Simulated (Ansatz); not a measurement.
**Single-point calculation, with input and output: Zr3S2**

The run: single-point calculation of Zr3S2 (5 atoms in the cell). Method and program: DFT, PBE, plane waves, PAW, no spin polarisation (Ansatz 0.2.0).

The structure was made by a generator, so it may or may not be a known phase. Some settings of this run were made unusual or wrong on purpose.

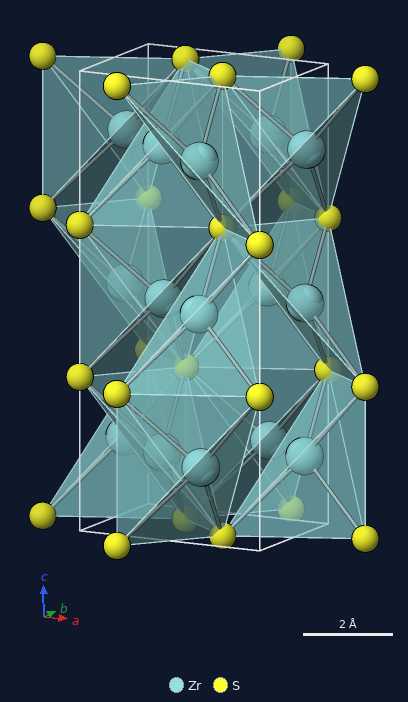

The structure (polyhedral view of the cell 3 times as large as that of the calculation, set on its symmetry axes, seen slightly off an axis; polyhedra are completed across the faces of the cell).

## Input
```yaml
crystal:
  lattice:
    - [2.8951205757, 1.6714986437, 3.4804180565]
    - [-2.8951205757, 1.6714986437, 3.4804180565]
    - [0.0, -3.3429972875, 3.4804180565]
  atoms:
    - { symbol: Zr, position: [0.1620778883, 0.8379221117, 0.5] }
    - { symbol: Zr, position: [0.5, 0.1620778883, 0.8379221117] }
    - { symbol: Zr, position: [0.8379221117, 0.5, 0.1620778883] }
    - { symbol: S, position: [0.3347879769, 0.3347879769, 0.3347879769] }
    - { symbol: S, position: [0.6652120231, 0.6652120231, 0.6652120231] }
basis:
  ecutwfc: 420
kpoints:
  mp_grid: { grid: [1, 1, 1] }
hamiltonian:
  xc: pbe
scf:
  occupations: { method: gaussian, width: 0.1 }
  max_iter: 100
output:
  forces: true
  eigenvalues: true
  stress: true
```

Command:
```bash
ansatz run input.yaml --threads 1 --pin off --max-ram 2560MiB --backend cpu --events-out ev --progress --plain --runs-dir out
```

## The program's output
```
Engine: ansatz 0.2.0, x86_64-unknown-linux-gnu
Pseudopotentials: kind: paw
Pseudopotential: Zr, paw, valence charge 12, recommended cutoff 420 eV (normal), Zr.paw.azcp
Pseudopotential: S, paw, valence charge 6, recommended cutoff 420 eV (normal), S.paw.azcp
Functional definition: PBE
  parameter kappa = 0.804
  parameter beta = 0.06672455060314922
  exchange = pbe_x(kappa = kappa, mu = beta*pi^2/3)
  correlation = pbe_c(beta = beta)
Crystal: 5 atoms, lattice volume = 101.054 Å³
Basis set: ecut = 420 eV, 1949 PW (Γ), exchange–correlation on 72×72×72 points (8 copies of the dense FFT grid, shifted against one another)
Bands: 29, of which v1, the nominal top of the filled ones, is band 24 counted from 1 (23 counted from 0)
Symmetry: 6 space group operations
Space group: R32 (ITA 155), of the structure as read, at distance tolerance 4.7e-5 Å
k-points: 1
Non-local potential: Zr, projectors of the file, l = 0: 3, l = 1: 2, l = 2: 2, l = 3: 2
Non-local potential: S, projectors of the file, l = 0: 2, l = 1: 2, l = 2: 2
PAW form: soft (Blöchl's): semilocal exchange-correlation on the pseudo side does not see the compensation charge
PAW one-centre angular grid: Zr, 590 points (default); XC on 64 Gauss nodes
PAW one-centre angular grid: S, 110 points (default); XC on 64 Gauss nodes
Initial density: superposition of atomic densities (neutral atoms: chi_scale 0, normalization atom), corrected by the library's trained network
Initial wavefunctions: pseudopotential atomic-orbital guess
Functional: x = pbe(κ = 0.804, μ = 0.2195149727645171), c = pbe(β = 0.06672455060314922)
SCF iter   1: F=—  HF=-14360.982977 eV  |F-HF|=—  |Δ(HF+E_count)|=         —  Δρ=2.65e-2  dr2=4.82e-1  ethr=1.77e-3  ⟨swp⟩=5.0  Hψ=120  notcnv=0
preconditioner: auto → Resta (q_TF=auto, 2.410 Å⁻¹)  ε∞=7.5  [insulator: Δε(μ)=0.600 eV  Ē_g=7.116 eV  σ=0.100 eV  W_gap=1.00  n_scr=20 (ndim 8)  ℏωp=18.1 eV  f_vac=0.000  D(μ)=0.01/eV (n_scr^D=0)  ε∞_Penn≈7.5]
SCF iter   2: F=—  HF=-14360.935838 eV  |F-HF|=—  |Δ(HF+E_count)|=   4.71e-2  Δρ=1.58e-2  dr2=1.81e-1  ethr=1.01e-3  ⟨swp⟩=1.0  Hψ=37  notcnv=0
SCF iter   3: F=—  HF=-14360.918918 eV  |F-HF|=—  |Δ(HF+E_count)|=   1.69e-2  Δρ=2.01e-3  dr2=3.15e-3  ethr=3.78e-4  ⟨swp⟩=3.0  Hψ=57  notcnv=0
SCF iter   4: F=—  HF=-14360.919115 eV  |F-HF|=—  |Δ(HF+E_count)|=   1.97e-4  Δρ=3.62e-4  dr2=8.54e-5  ethr=6.57e-6  ⟨swp⟩=3.0  Hψ=55  notcnv=0
SCF iter   5: F=—  HF=-14360.919064 eV  |F-HF|=—  |Δ(HF+E_count)|=   5.10e-5  Δρ=9.06e-5  dr2=1.02e-5  ethr=1.78e-7  ⟨swp⟩=3.0  Hψ=57  notcnv=0
SCF iter   6: F=—  HF=-14360.919064 eV  |F-HF|=—  |Δ(HF+E_count)|=   5.90e-7  Δρ=2.07e-5  dr2=5.73e-7  ethr=2.13e-8  ⟨swp⟩=3.0  Hψ=50  notcnv=0
SCF iter   7: F=-14360.919064 eV  HF=-14360.919064 eV  |F-HF|=7.06e-9  |Δ(HF+E_count)|=   2.26e-8  Δρ=5.48e-6  dr2=3.69e-8  ethr=2.08e-10  ⟨swp⟩=5.0  Hψ=119  notcnv=0
SCF 1 converged in 7 iterations: F = -14360.919064 eV  dr2 = 3.69e-8
  greatest PAW one-centre occupation: 0.995 electrons in one spin orbital (limit 2), on the Zr atom at site 2 (counted from 0), in its partial waves of l = 0
```

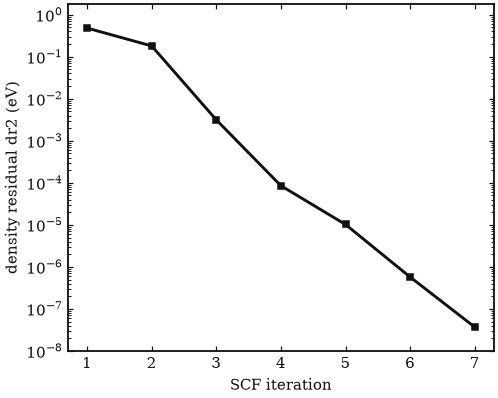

Convergence of the self-consistent field: density residual dr2 against the SCF iteration. The residual falls at every step.

```
SCF converged after 7 iterations
Free energy (F): -14360.919064 eV
Harris-Foulkes:  -14360.919064 eV  (|F-HF|=7.06e-9)
Internal energy: -14360.918706 eV  (E = F + TS)
E sigma→0 (E₀):  -14360.918885 eV
Entropy (-TS):   -0.000359 eV (-0.072 meV/atom)
Fermi energy:    13.327140 eV
--- Per-component energies (eV) ---
  E_band       = -294.103670
  E_kinetic    = 1220.683592
  E_local      = -2241.963859  (includes V_loc(G=0)·N_el)
  E_nonlocal   = 293.217315
  E_hartree    = 718.612692
  E_xc         = -682.898850
  E_vxc        = -752.806009  (∫ρ·V_xc dr)
  E_paw        = -10062.454126  (= ΣΔE_a)
  E_vpaw       = -250.464051  (= ΣTr[D̂ρ^β])
  E_aug_tail   = 0.000078  (compensation charges beyond the density's cutoff)
  E_ewald      = -3606.115548
  E_smearing   = -0.000359  (= −TS)
  E_closure    = -0.000000  (closes the sum)
  Σ components = -14360.919064   (vs F -14360.919064, Δ=0.00e0)
--- Forces (eV/Å), atoms counted from 1 ---
  atom   1  Zr    -1.70625081    -0.00000000    -0.00000000
  atom   2  Zr     0.85312541    -1.47765655    -0.00000000
  atom   3  Zr     0.85312541     1.47765655     0.00000000
  atom   4  S      0.00000000     0.00000000    -1.27849387
  atom   5  S      0.00000000    -0.00000000     1.27849387
  max |Σ_I F_I| component: 2.22e-16 eV/Å
--- Stress (GPa, compression-positive) ---
        3.156533       0.000000      -0.000000
        0.000000       3.156533       0.000000
       -0.000000       0.000000      -3.985840
  P = ⅓ Tr σ = 0.7757 GPa (7.757 kbar)
--- Band table (eV) ---
  k-point 0: bands = ["-36.2941", "-36.2143", "-36.2143", "-14.5502", "-14.5502", "-14.4668", "-14.3737", "-14.3454", "-14.3251", "-14.3251", "-13.9947", "-13.9947", "-2.2940", "-1.0897", "6.7797", "6.7797", "7.1690", "8.5362", "8.6286", "8.6286", "10.3289", "10.9828", "13.0733", "13.0733", "13.5810", "13.5810", "14.9512", "15.5632", "15.5632"]
```

## What the run reported

| quantity | value |
| --- | --- |
| outcome | converged |
| space group (tolerance 0.01 Å) | R32 (155) |
| electrons treated | 48 |
| free energy | −14360.9191 eV |
| Fermi energy | 13.327 eV |
| gap on the k-point mesh | 0.51 eV |
| pressure | 0.78 GPa |
| largest force (length of the vector) | 1.706 eV/Å |
| hardware | 1 thread of Intel Xeon @ 2.70GHz, 189 GiB of memory available, shared host |
| wall time | 0.88 s |
| peak memory | 0.32 GiB |

## Diagnosis

The input was spoiled on purpose: one k-point for a small cell (`kpoints.mp_grid.grid`). One point cannot sample the zone of a small cell. The run converged all the same; its numbers are those of the faulty input and shouldn't be used.
